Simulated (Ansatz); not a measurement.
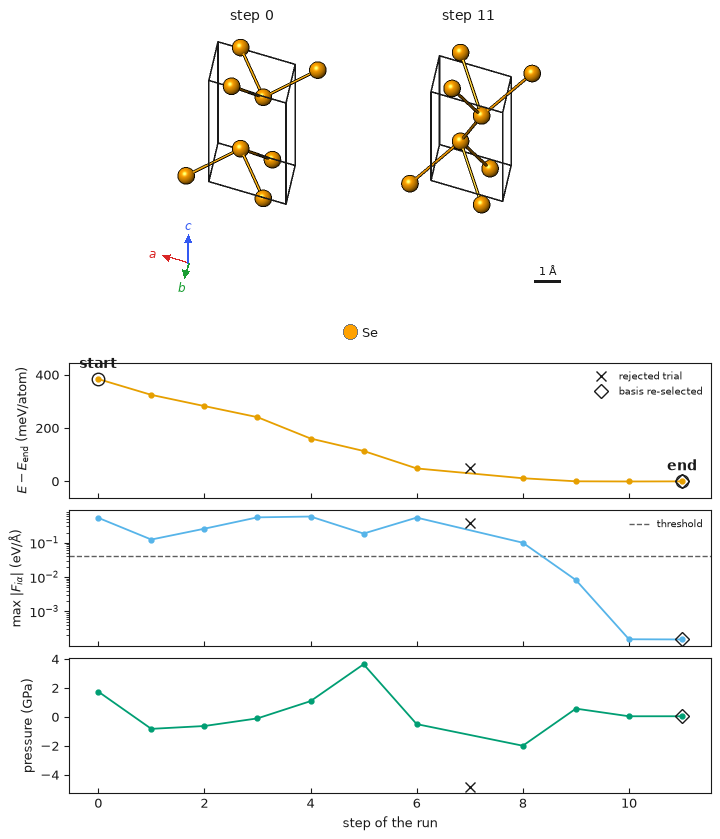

First and last geometry of a relaxation of a crystal of Se (a generated structure, set up in P-3m1) (coarse preliminary run), with the history of the run. A ball-and-stick model of the cell of the calculation, seen from a free direction.

Method: DFT PBE+D3(BJ), scalar-relativistic, plane waves, PAW (Ansatz). Settings: plane-wave cutoff 420 eV; k-point mesh 6 × 6 × 4; occupations gaussian; smearing width 0.1 eV; no spin polarisation; cell and atoms relaxed; force threshold 0.04 eV/Å; at most 70 steps.

What do the curves and the structures tell?

It converged. Over 9 accepted moves (11 points after the start) the energy falls by 384 meV per atom. The largest force component goes from 0.54 to 0.00015 eV/Å. The pressure goes from 1.75 to 0.05 GPa. The line search rejected the trial step at point 7 of the run. At 1 point the geometry stayed and the basis and grid were re-selected for the new cell (energy shift of 0.4 meV per atom at most each time). The largest moves relative to the cell, 0.41 Å, are those of Se atoms. The drawn cell changes as follows: a = b 3.791 → 3.520 Å (−7.2 %), c 4.434 → 3.891 Å (−12.2 %); the volume changes by −24.4 %. Among the contacts that change: Se–Se 3.836 → 2.813 Å, Se–Se 2.538 → 2.813 Å. New bonds form: Se–Se (3.84 → 2.81 Å). Bond angles that change, for instance: Se–Se–Se 96.7° → 77.4°. The space group (tolerance 0.01 Å) goes from P-3m1 (No. 164) to P6_3/mmc (No. 194).

```json
{"step": "0", "E − E(0), meV/atom": "0.00", "largest force component, eV/Å": "0.5367", "pressure, GPa": "1.75", "volume, Å³/atom": "27.594", "note": ""}
{"step": "1", "E − E(0), meV/atom": "-59.40", "largest force component, eV/Å": "0.1247", "pressure, GPa": "-0.82", "volume, Å³/atom": "27.207", "note": ""}
{"step": "2", "E − E(0), meV/atom": "-101.50", "largest force component, eV/Å": "0.2581", "pressure, GPa": "-0.62", "volume, Å³/atom": "26.030", "note": ""}
{"step": "3", "E − E(0), meV/atom": "-143.14", "largest force component, eV/Å": "0.5532", "pressure, GPa": "-0.10", "volume, Å³/atom": "24.707", "note": ""}
{"step": "4", "E − E(0), meV/atom": "-223.27", "largest force component, eV/Å": "0.5847", "pressure, GPa": "1.09", "volume, Å³/atom": "22.747", "note": ""}
{"step": "5", "E − E(0), meV/atom": "-270.08", "largest force component, eV/Å": "0.1864", "pressure, GPa": "3.64", "volume, Å³/atom": "21.420", "note": ""}
{"step": "6", "E − E(0), meV/atom": "-335.65", "largest force component, eV/Å": "0.5437", "pressure, GPa": "-0.49", "volume, Å³/atom": "21.999", "note": ""}
{"step": "7", "E − E(0), meV/atom": "-332.84", "largest force component, eV/Å": "0.3682", "pressure, GPa": "-4.85", "volume, Å³/atom": "23.077", "note": "rejected"}
{"step": "8", "E − E(0), meV/atom": "-372.46", "largest force component, eV/Å": "0.1006", "pressure, GPa": "-1.99", "volume, Å³/atom": "21.823", "note": ""}
{"step": "9", "E − E(0), meV/atom": "-383.98", "largest force component, eV/Å": "0.0082", "pressure, GPa": "0.58", "volume, Å³/atom": "20.792", "note": ""}
{"step": "10", "E − E(0), meV/atom": "-384.60", "largest force component, eV/Å": "0.0002", "pressure, GPa": "0.05", "volume, Å³/atom": "20.872", "note": ""}
{"step": "11", "E − E(0), meV/atom": "-384.21", "largest force component, eV/Å": "0.0002", "pressure, GPa": "0.05", "volume, Å³/atom": "20.872", "note": "same geometry, new basis"}
```
